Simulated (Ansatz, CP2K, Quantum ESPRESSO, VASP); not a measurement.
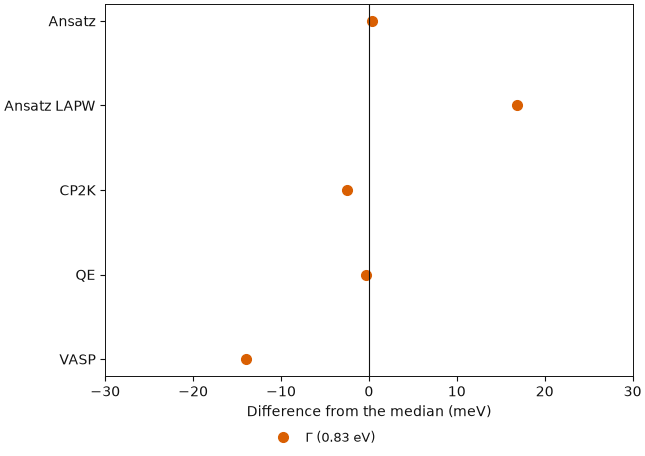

Lowest conduction level at Γ, counted from the valence-band top at Γ, for wurtzite ZnO, space group P6_3mc, 4 atoms in the cell, volume scaled by a factor 0.98; a = 3.227 Å, c = 5.171 Å (hexagonal axes). Five runs by four programs used PBE (no spin polarisation, no spin-orbit coupling) on the same cell and 9×9×5 k mesh. The plot shows each result less the median of the plane-wave and all-electron runs, which the legend gives. The cell is at 8 GPa in Ansatz.

### What spread should one expect between these programs?

The plane-wave and all-electron programs (Ansatz, VASP, Quantum ESPRESSO and Ansatz LAPW) agree within 31 meV at this point; their potentials differ as well, also in the shells treated as valence. At a point that isn't plotted the departure is larger: +111 meV for CP2K at K.

| program | kind | valence electrons | Γ (eV) |
| --- | --- | --- | --- |
| VASP | plane waves | 36 | 0.820 |
| Quantum ESPRESSO | plane waves | 52 | 0.834 |
| CP2K | local basis | 36 | 0.831 |
| Ansatz LAPW | all-electron | – | 0.851 |
| Ansatz | plane waves | 36 | 0.834 |

Settings. VASP PAW PBE potentials, release 64 (Zn, O), 520 eV cutoff, Fermi-Dirac smearing of 0.05 eV (VASP). SSSP 1.3 efficiency PBE, 748 eV cutoff, Fermi-Dirac smearing of 0.05 eV (Quantum ESPRESSO 7.5). POTENTIAL_UZH Zn GTH-PBE-q12, O GTH-PBE-q6; TZVP-MOLOPT-PBE-GTH basis, Fermi-Dirac smearing of 0.05 eV (CP2K 2026.2). all-electron LAPW, Fermi-Dirac smearing of 0.05 eV (Ansatz). Ansatz PAW, 420 eV cutoff, Fermi-Dirac smearing of 0.05 eV (Ansatz 0.2.0).

LDA, GGA and most meta-GGA functionals understate gaps. CP2K: the basis of atomic orbitals isn't converged, which shifts gaps and empty levels.
